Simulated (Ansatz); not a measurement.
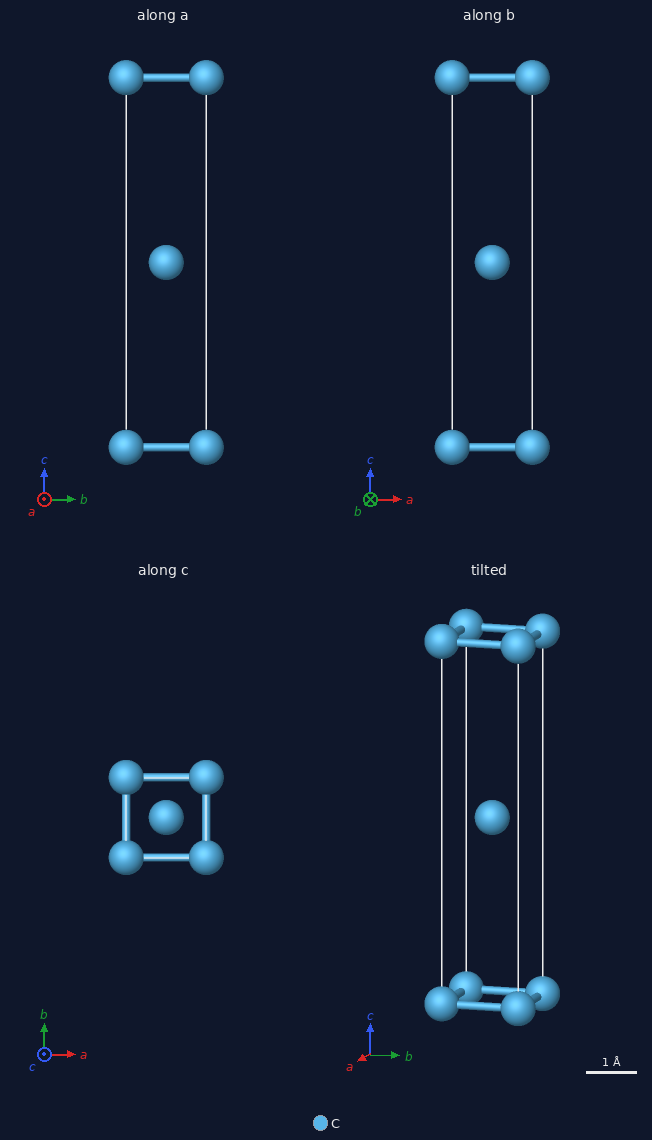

The image is a ball-and-stick drawing of a crystal, viewed along the a axis, along the b axis, along the c axis and slightly off an axis. The conventional unit cell is outlined; an atom on or near a face, edge or corner is repeated at each equivalent position.

Lattice parameters: a = 1.615 Å, b = 1.615 Å, c = 7.457 Å, α = 90.00°, β = 90.00°, γ = 90.00°.

> Transcribe the picture into a table of Wyckoff sites.

Space group I4/mmm (No. 139).
| atom | site | x | y | z |
| --- | --- | --- | --- | --- |
| C | 2a | 0.0000 | 0.0000 | 0.0000 |

It derives from a random cell made by a generator, so it need not be a real form of the element. Earlier steps of the study, as a rule a relaxation of our own, may have changed the cell and positions, so they can lie some per cent off the listed ones. An electronic-structure calculation with Ansatz was run on it.

At this level of theory the run's own cell isn't at rest (compressed, at 6 GPa), so its distances can differ from those at equilibrium, the more so the softer the solid.
